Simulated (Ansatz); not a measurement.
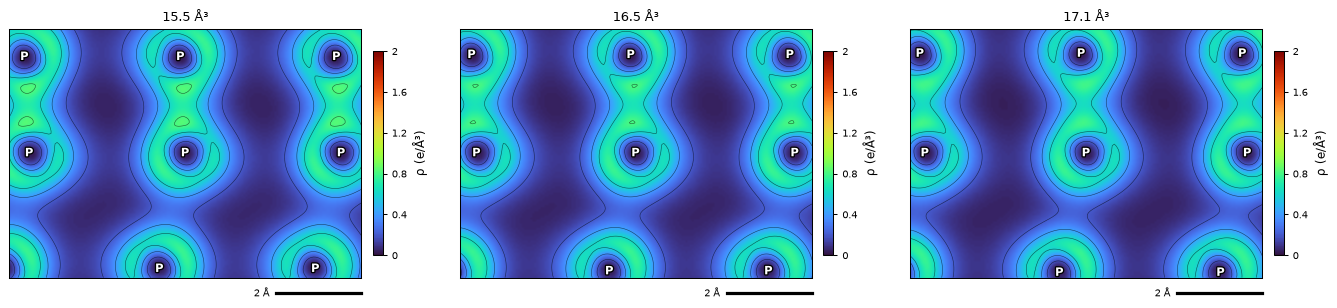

P. The valence pseudo-density of cells scaled evenly to different volumes (given per atom above each panel), on the (011̄) plane of each (indices in the axes of the cell below), at one length scale and on one colour scale.

A structure from a database of computed crystals, not necessarily the ambient phase.

These are results of Kohn-Sham DFT of a periodic cell, PBE, Ansatz PAW (Ansatz), not measurements.

In a PAW calculation such maps are meaningful between the atoms, not at the nuclei.

The largest cell:

```
CELL_PARAMETERS angstrom
1.75957 1.01589 3.19106
-1.75957 1.01589 3.19106
0.00000 -2.03178 3.19106
ATOMIC_POSITIONS crystal
P 0.77292 0.77292 0.77292
P 0.22708 0.22708 0.22708
```

| volume (Å³/atom) | P–P contact in the plane (Å) | ρ at its midpoint (e/Å³) | pressure (GPa) | 
| --- | --- | --- | --- |
| 15.50 | 2.262 | 0.717 | 5.7 | 
| 16.14 | 2.293 | ? | ? | 
| 16.47 | 2.308 | 0.665 | 0.1 | 
| 17.11 | 2.338 | 0.633 | −3.1 | 

Estimate the missing row, and compare with the calculation.

Over the known rows ln ρ falls by 1.64 per Å of P–P distance (a least-squares line), which gives 0.681 e/Å³ at 2.293 Å; the calculation gives 0.682 e/Å³. For the pressure, a straight line in volume between the neighbouring rows gives 2.0 GPa; the calculation gives 1.8.
